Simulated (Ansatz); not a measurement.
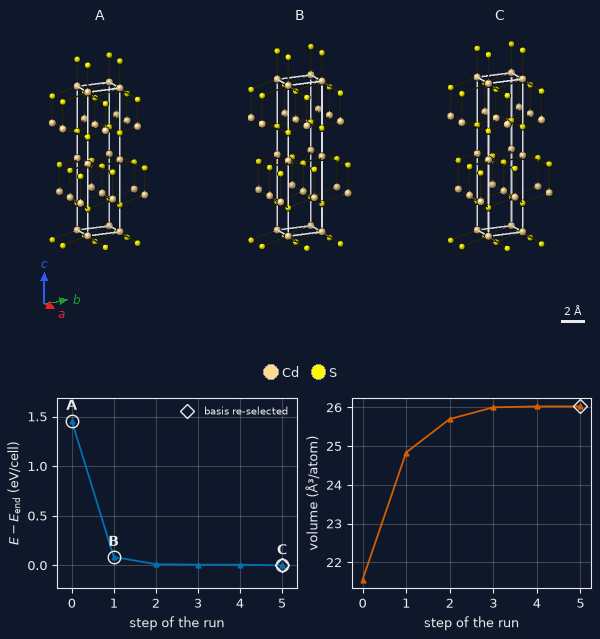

Frames of a relaxation of crystalline CdS (built on the 4H polytype type), marked on the history of the run. Style: ball-and-stick. Shown: the cell of the calculation, slightly off an axis.

Theory: DFT, PBE, plane waves, PAW in Ansatz 0.2.0.

The input:
```yaml
crystal:
  lattice:
    - [3.9353502208, 0.0, 0.0]
    - [-1.9676751104, 3.408113264, 0.0]
    - [0.0, 0.0, 12.852853821]
  atoms:
    - { symbol: Cd, position: [0.0, 0.0, 0.0] }
    - { symbol: Cd, position: [0.3333333333, 0.6666666667, 0.25] }
    - { symbol: Cd, position: [0.0, 0.0, 0.5] }
    - { symbol: Cd, position: [0.6666666667, 0.3333333333, 0.75] }
    - { symbol: S, position: [0.0, 0.0, 0.1875] }
    - { symbol: S, position: [0.3333333333, 0.6666666667, 0.4375] }
    - { symbol: S, position: [0.0, 0.0, 0.6875] }
    - { symbol: S, position: [0.6666666667, 0.3333333333, 0.9375] }
kpoints:
  mp_grid: { grid: [6, 6, 2] }
hamiltonian:
  xc: pbe
scf:
  occupations: { method: fermi_dirac, width: 0.02 }
relax:
  f_tol: 0.005
  cell: {}
```

Command:
```bash
ansatz run input.yaml --threads 2 --pin off --max-ram 20275MiB --backend cpu --events-out ev --progress --plain --runs-dir out
```

### Describe the path.

No atom moves by more than 0.005 Å relative to the cell. Cell: a = b 3.935 → 4.194 Å (+6.6 %), c 12.853 → 13.671 Å (+6.4 %). Volume +20.8 %. Near-neighbour distances that change, for instance: Cd1–S5 2.410 → 2.568 Å, Cd1–S8 2.410 → 2.565 Å. The space group stays P6_3mc (No. 186). Over 4 accepted moves (5 points after the start) the energy falls by 1.457 eV per cell of the calculation. The largest force component goes from 0.018 to 0.0014 eV/Å. Pressure: 15.51 GPa at the start and 0.01 GPa at the end. The SCF was repeated once at an unchanged geometry on a basis and grid sized afresh for the cell, which shifted the energy by 6.8 meV per cell of the calculation at most. From step 0 to 1: volume +15.3 %, energy −1.372 eV per cell of the calculation. From step 1 to 5: volume +4.8 %, energy −84.7 meV per cell of the calculation.
